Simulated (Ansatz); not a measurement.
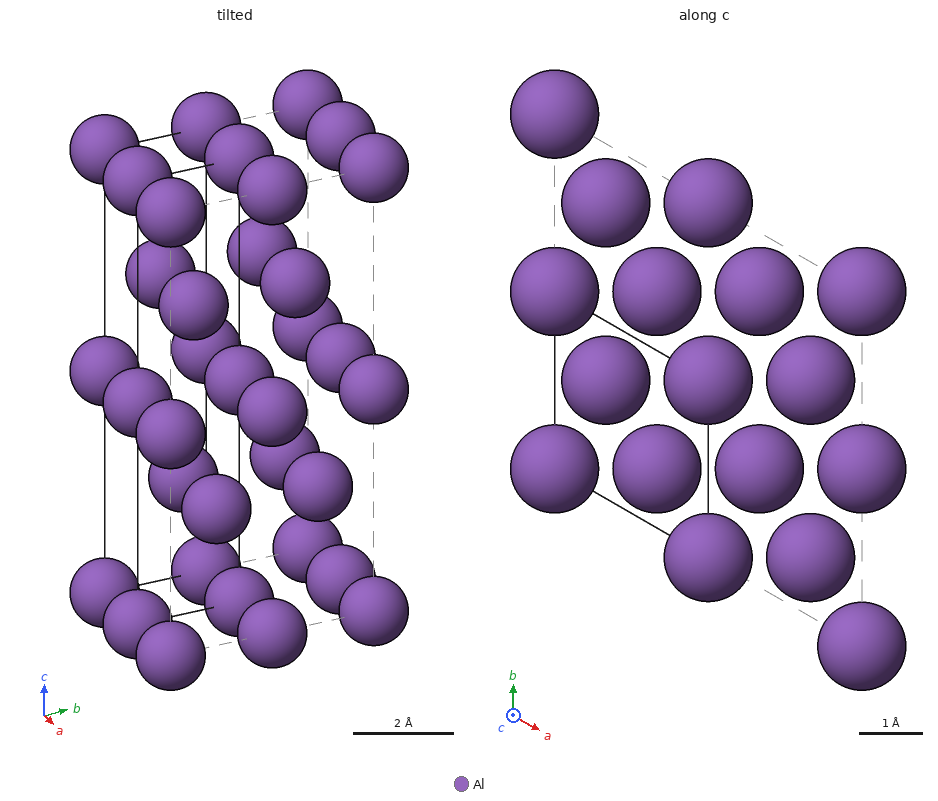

The figure gives a spheres-only picture of the atoms, viewed slightly off an axis and along the c axis. Solid lines give the conventional unit cell, repeated here 2×2×1 times. Cell: a = 2.827 Å, b = 2.827 Å, c = 9.186 Å, α = 90.00°, β = 90.00°, γ = 120.00°.

The element is aluminium. The symmetry is that of P6_3/mmc (No. 194), on a primitive hexagonal lattice. Among the common structure types it is double hexagonal close-packed (α-La type). The cell holds four atoms. Al is linked to twelve Al at about 2.8 Å.

Provenance: a structure listed in the Materials Project. Earlier steps of the study may have refined or changed the cell and positions. A calculation with Ansatz used it as input.
